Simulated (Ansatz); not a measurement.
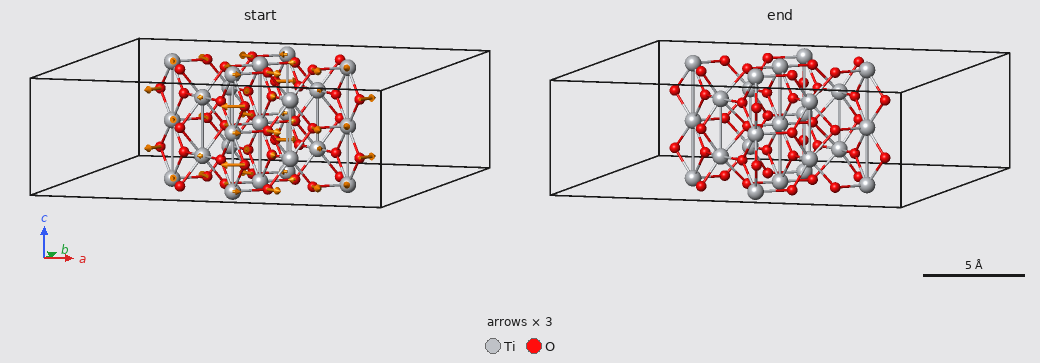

The structure of a wire of composition TiO$_{2}$ before (left) and after (right) a relaxation, at one scale. The orange arrows give the displacements (the part carried along by the change of the cell is left out), 3 times their true length.

Style: ball-and-stick. Shown: the 2 repeat of the cell, with the vacuum cut short (origin shifted), slightly off an axis.

Case: wire along [0 0 1], 27 atoms a period.

These are results of DFT PBEsol, scalar-relativistic, plane waves, PAW in Ansatz 0.2.0, not measurements.

The input:
```yaml
crystal:
  lattice:
    - [20.0, 0.0, 0.0]
    - [0.0, 20.3, 0.0]
    - [0.0, 0.0, 2.9392264225]
  atoms:
    - { symbol: Ti, position: [0.2704565587, 0.5, 0.0] }
    - { symbol: Ti, position: [0.5, 0.2738488263, 0.0] }
    - { symbol: Ti, position: [0.5, 0.5, 0.0] }
    - { symbol: Ti, position: [0.5, 0.7261511737, 0.0] }
    - { symbol: Ti, position: [0.7295434413, 0.5, 0.0] }
    - { symbol: Ti, position: [0.3852282794, 0.3869244132, 0.5] }
    - { symbol: Ti, position: [0.3852282794, 0.6130755868, 0.5] }
    - { symbol: Ti, position: [0.6147717206, 0.3869244132, 0.5] }
    - { symbol: Ti, position: [0.6147717206, 0.6130755868, 0.5] }
    - { symbol: O, position: [0.340331899, 0.3426915261, 0.0] }
    - { symbol: O, position: [0.340331899, 0.5688426998, 0.0] }
    - { symbol: O, position: [0.5698753403, 0.3426915261, 0.0] }
    - { symbol: O, position: [0.5698753403, 0.5688426998, 0.0] }
    - { symbol: O, position: [0.3153529391, 0.455767113, 0.5] }
    - { symbol: O, position: [0.5448963803, 0.2296159393, 0.5] }
    - { symbol: O, position: [0.5448963803, 0.455767113, 0.5] }
    - { symbol: O, position: [0.5448963803, 0.6819182866, 0.5] }
    - { symbol: O, position: [0.7744398216, 0.455767113, 0.5] }
    - { symbol: O, position: [0.4301246597, 0.4311573002, 0.0] }
    - { symbol: O, position: [0.4301246597, 0.6573084739, 0.0] }
    - { symbol: O, position: [0.659668101, 0.4311573002, 0.0] }
    - { symbol: O, position: [0.659668101, 0.6573084739, 0.0] }
    - { symbol: O, position: [0.2255601784, 0.544232887, 0.5] }
    - { symbol: O, position: [0.4551036197, 0.3180817134, 0.5] }
    - { symbol: O, position: [0.4551036197, 0.544232887, 0.5] }
    - { symbol: O, position: [0.4551036197, 0.7703840607, 0.5] }
    - { symbol: O, position: [0.6846470609, 0.544232887, 0.5] }
basis:
  ecutwfc: 420
kpoints:
  mp_grid: { grid: [1, 1, 11] }
hamiltonian:
  xc: pbesol
scf:
  occupations: { method: gaussian, width: 0.05 }
output:
  forces: true
  stress: true
  eigenvalues: true
  populations: true
  write_density: true
  write_potential: true
  elf: true
  volumetric_format: npy
relax:
  adjacent_minimum: "off"
  f_tol: 0.02
  max_steps: 45
  cell: { fix: [a, b, alpha, beta, gamma], stress_tol: 0.03 }
```

Command:
```bash
ansatz run input.yaml --threads 4 --pin off --max-ram 11264MiB --backend cpu --events-out ev --progress --plain --runs-dir out
```

Question: What changed between the two?

Answer: After 7 accepted moves (9 points after the start) the energy has fallen by 4.447 eV per cell of the calculation. Largest force component: 2.9 eV/Å at the start, 0.012 eV/Å at the end. At 2 points the geometry stayed and the basis and grid were re-selected for the new cell (energy shift of 20.6 meV per cell of the calculation at most each time). The largest moves relative to the layer's centre, 0.41 Å, are those of O15, O18, O23 and O26. Largest moves by element: O 0.41 Å, Ti 0.15 Å. Along the periodic axis the drawn cell goes c 5.878 → 5.775 Å (−1.8 %). Some distances before and after: Ti7–O25 1.976 → 1.776 Å, Ti6–O19 1.942 → 2.092 Å, Ti3–O13 1.976 → 1.837 Å, Ti6–O10 1.942 → 1.812 Å. Bond angles that change, for instance: Ti9–O13–Ti9 98.3° → 87.3°, Ti6–O10–Ti6 98.3° → 105.6°, Ti3–O16–Ti3 98.3° → 91.9°. The run took 6.1 min on 4 threads of Arm Neoverse V2, on a shared host, peak memory 3.9 GiB.
